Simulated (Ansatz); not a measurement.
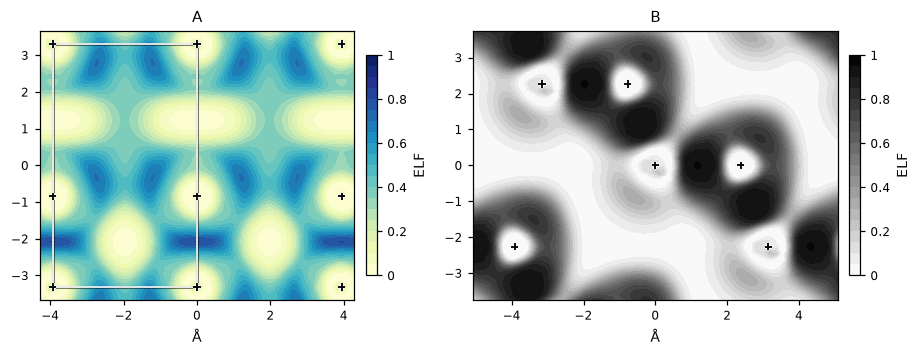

The electron localisation function of 2 systems, each on a plane through atoms (crosses mark nuclei in the plane).

Method: Ansatz 0.2.0, DFT, r2SCAN, plane waves, PAW.

System 1: AlP, the (110) plane of the conventional cell. Space group R3m; started from the zincblende prototype, which need not be the ambient phase; changed on purpose from its base cell (epitaxial 111 strain +1.0%).

```
Al P
1.0
     2.76665    0.00000   -2.76665
    -2.76665    2.76665    0.00000
     5.45112    5.45112    5.45112
Al P
3 3
Cartesian
  2.7354 2.7354 -0.0312
  2.7080 5.4747 2.7081
  5.4473 5.4473 5.4473
  1.3666 1.3666 1.3666
  4.1059 4.1058 1.3392
  4.0785 6.8451 4.0785
```

System 2: Ge, the (010) plane of the conventional cell. Space group P6₃/mmc; started from the lonsdaleite (2H) prototype, which need not be the ambient phase; changed on purpose from its base cell (epitaxial xy strain -1.5%); computed pressure about 2 GPa in this cell.

```
Ge
1.0
     3.93765    0.00000    0.00000
    -1.96883    3.41011    0.00000
     0.00000    0.00000    6.61915
Ge
4
Cartesian
  0.0000 2.2734 3.7337
  1.9688 1.1367 0.4242
  0.0000 2.2734 6.1950
  1.9688 1.1367 2.8854
```

> Which map belongs to which system?

Panel A is system 2, Ge: the plane holds Ge. Panel B is system 1, AlP: the plane holds Al and P. Al–P (2.39 Å): the ELF peaks at about 0.95 between the atoms; a shared electron pair.
